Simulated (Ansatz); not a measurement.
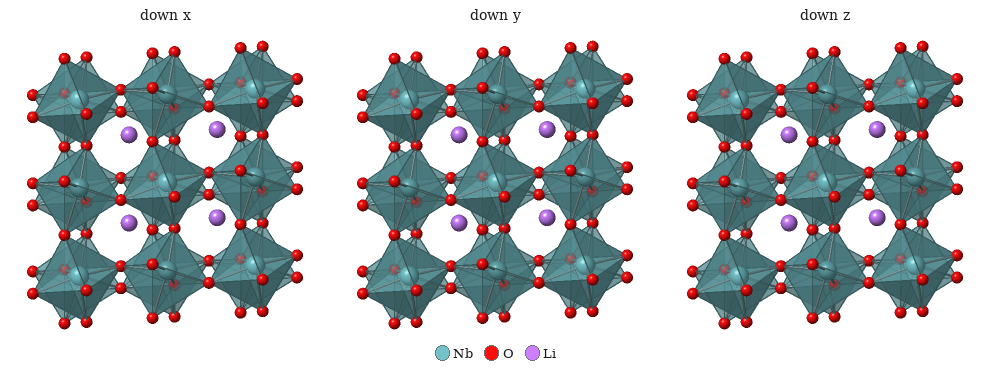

Blocks of 3 × 3 × 3 octahedra, seen down the three pseudocubic axes x, y and z (centre-to-centre directions).

System LiNbO₃; source of the atomic positions: coordinates from a relaxation with DFT, PAW plane waves, pbesol (Ansatz 0.2.0).

### Which atoms centre the octahedra, which link them, and which fill the cavities?

Nb at the centres, O at the shared corners, Li in the cavities: a perovskite-type framework of corner-sharing octahedra.

### Give the tilt system in Glazer's notation, with the angles.

About x: out of phase, 13.6°; about y: out of phase, 13.6°; about z: out of phase, 13.6°. Glazer symbol a⁻a⁻a⁻ (angles are the components of the best-fitting rigid rotation, averaged over the octahedra).

### What are the Nb–O–Nb angles?

Nb–O–Nb angles along x: 139.7°; along y: 139.7°; along z: 139.7°.

### Which space group does the whole structure have?

R3c (No. 161).
